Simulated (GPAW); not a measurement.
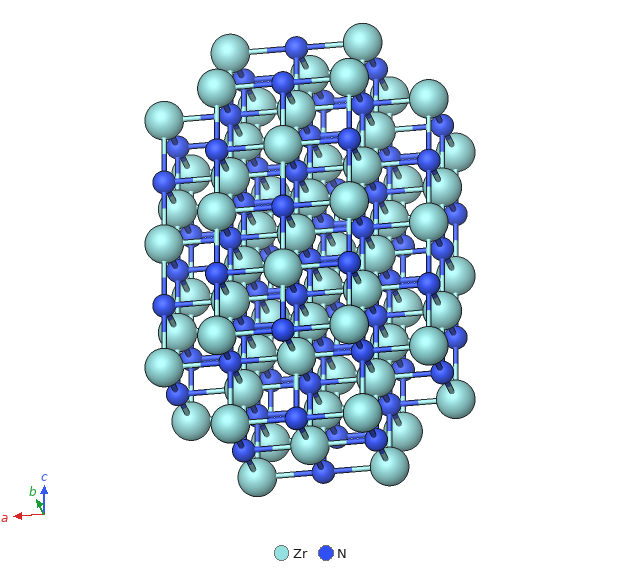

The compound is ZrN (space group Fm-3m, No. 225), taken as an entry of the Crystallography Open Database, as set up for an electronic-structure calculation.

Bonds are taken as N–Zr below 2.6 Å; no other contact counts. Atoms with one bond or none are removed and atoms with two bonds are replaced by edges, until no such atom is left.

What kind of net remains, and which atoms are its nodes?

Answer. A uninodal 6-connected, three-periodic net: Zr and N are 6-connected nodes.

Does the net have a name?

Answer. It is the pcu net, known from NaCl, ReO3 and the B-X framework of perovskite.

Is the net interpenetrated?

Answer. It is a single net, without interpenetration.

How many nodes does the smallest cycle have?

Answer. Four.
